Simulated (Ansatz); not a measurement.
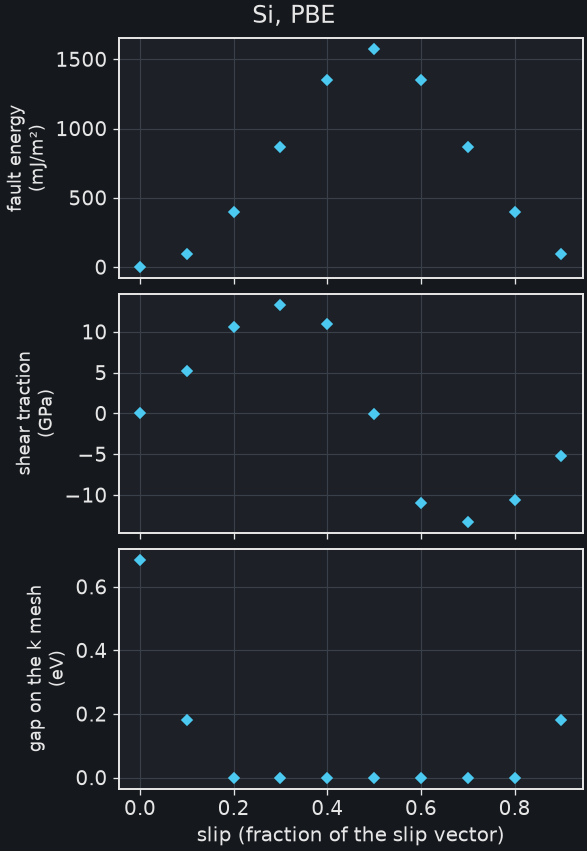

**Figure.** Fault energy, shear traction and gap on the k mesh against slip for Si, space group Fd-3m (No. 227).

The points at slip 0.6, 0.7, 0.8 and 0.9 follow from computed ones by symmetry.

The highest fault energy among the points, the barrier to rigid slip along this vector, is 1570 mJ/m² at slip 0.5; no local minimum, hence no metastable fault, shows among the points. The shear traction goes from 0.00 GPa at slip 0.0 to −5.19 GPa at 0.9, not monotonically, with a high of 13.35 GPa at 0.3 and a low of −13.35 GPa at 0.7. The gap on the k mesh is closed at 7 of the 10 points and is largest, 0.685 eV, at 0.0. The spacing at cut is 2.35 Å.

Calculation (Ansatz 0.2.0): rigid slide of a crystal across a plane by tilting cell vector c, one fault a cell, unrelaxed, by plane-wave density functional theory with PAW datasets, free energies less that of the undisturbed cell; scalar-relativistic. Level: PBE, no spin polarisation.

wave cutoff 420 eV; k mesh 8×8×3; occupations Gaussian; smearing width 0.05 eV; k shift (0, 0, 0) (mesh steps); start as given; height of the cut 0 (fraction of cell vector c); slip vector (1, 0) (multiples of cell vectors a and b).

The given structure:
```yaml
crystal:
  lattice:
    - [2.71547, -2.71547, 0.00000]
    - [2.71547, 0.00000, -2.71547]
    - [5.43094, 5.43094, 5.43094]
  atoms:
    - { symbol: Si, position: [0.66667, 0.66667, 0.54163] }
    - { symbol: Si, position: [0.00000, 0.00000, 0.20830] }
    - { symbol: Si, position: [0.33333, 0.33333, 0.87497] }
    - { symbol: Si, position: [0.66667, 0.66667, 0.79163] }
    - { symbol: Si, position: [0.00000, 0.00000, 0.45830] }
    - { symbol: Si, position: [0.33333, 0.33333, 0.12497] }
```

Caveats: gap closes along the scan on a mesh chosen for the insulator; odd k mesh can miss points on the zone edge; reference crystal is not relaxed.
